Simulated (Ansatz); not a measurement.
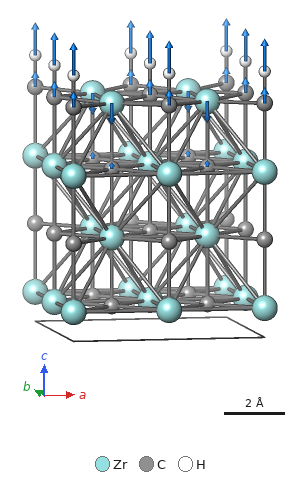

A constrained relaxation of a slab of composition Zr4HC4 (cut from the Fm-3m phase). The starting structure is drawn; blue arrows show the displacements, 10 times their true length.

Style: ball-and-stick. Shown: the 2 × 2 repeat of the cell, outlined in the plane, without the vacuum, slightly off an axis.

Case: H put at a top C site. The slab is the (1 0 0) face of ZrC with H on it. 4 atoms are held fixed.

Computed with DFT PBEsol, scalar-relativistic, plane waves, PAW in Ansatz.

Input
```yaml
crystal:
  lattice:
    - [3.3015289951, 0.0, 0.0]
    - [0.0, 3.3015289951, 0.0]
    - [0.0, 0.0, 26.0036006222]
  atoms:
    - { symbol: Zr, position: [0.0, 0.0, 0.3268778091] }
    - { symbol: C, position: [0.5, 0.5, 0.3268778091] }
    - { symbol: Zr, position: [0.5, 0.5, 0.4166551279] }
    - { symbol: C, position: [0.0, 0.0, 0.4166551279] }
    - { symbol: Zr, position: [0.0, 0.0, 0.5052660576] }
    - { symbol: C, position: [0.5, 0.5, 0.50646286] }
    - { symbol: Zr, position: [0.5, 0.5, 0.5924822095] }
    - { symbol: C, position: [0.0, 0.0, 0.5953386458] }
    - { symbol: H, position: [0.0, 0.0, 0.6368713556] }
basis:
  ecutwfc: 420
kpoints:
  mp_grid: { grid: [9, 9, 1] }
hamiltonian:
  xc: pbesol
scf:
  occupations: { method: gaussian, width: 0.1 }
output:
  forces: true
  eigenvalues: true
relax:
  adjacent_minimum: "off"
  f_tol: 0.03
  max_steps: 70
  constraints: [{ sites: [0, 1, 2, 3] }]
efield:
  axis: 3
  dipole_correction: true
```

### Atoms of which element are displaced furthest, and by how much?

Hydrogen: up to 0.11 Å, against 0.08 Å for zirconium.

### Describe the change and its energy.

Over 4 geometry steps the energy falls by 0.154 eV per cell of the calculation. Largest force component: 1.9 eV/Å at the start, 0.0082 eV/Å at the end. H9 moves most: 0.11 Å along the normal (+c). Largest moves by element: H 0.11 Å, Zr 0.08 Å, C 0.06 Å. The cell stays as it was. Some distances before and after: C6–Zr7 2.237 → 2.138 Å, Zr5–C8 2.342 → 2.420 Å, C8–H9 1.080 → 1.137 Å, Zr5–Zr7 3.255 → 3.218 Å. Bond angles that change, for instance: Zr7–C8–Zr7 176.4° → 170.0°, Zr5–C8–Zr7 88.2° → 85.0°, Zr7–C8–H9 91.8° → 95.0°.

Limits of the set-up: the periodic images lie only 3.3 Å apart, so the values are limited by the cell's size.
